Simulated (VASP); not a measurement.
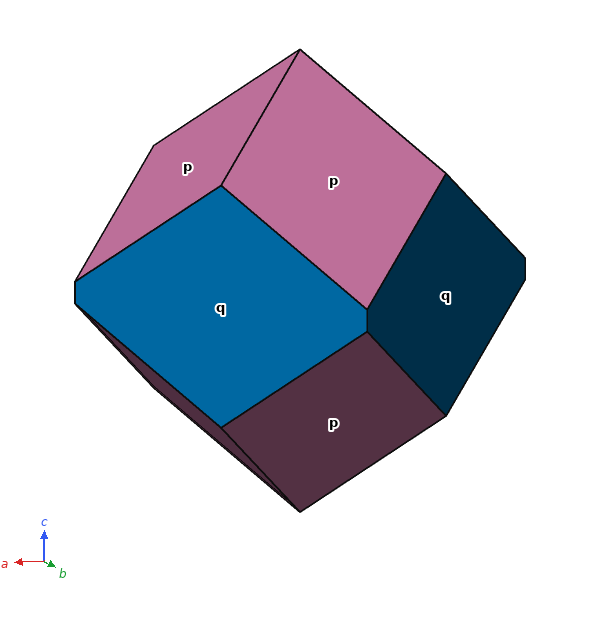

Crystal habit computed by the BFDH rule (growth rate of a face proportional to 1/d, systematic absences taken into account). This is a geometric estimate, not an energy calculation. Faces of one form share a colour. Cell of Cu: space group I4/mmm (No. 139), a = 2.886 Å, b = 2.886 Å, c = 2.752 Å, α = 90.00°, β = 90.00°, γ = 90.00°. Origin: a cell listed in the Materials Project, as set up for an electronic-structure calculation. Forms under 0.4 % of the area are left out.

Question: Give the Miller indices of each colour.

Answer: pink (p): {101} (d = 1.99 Å, 63 % of the area); blue (q): {110} (d = 2.04 Å, 37 % of the area).
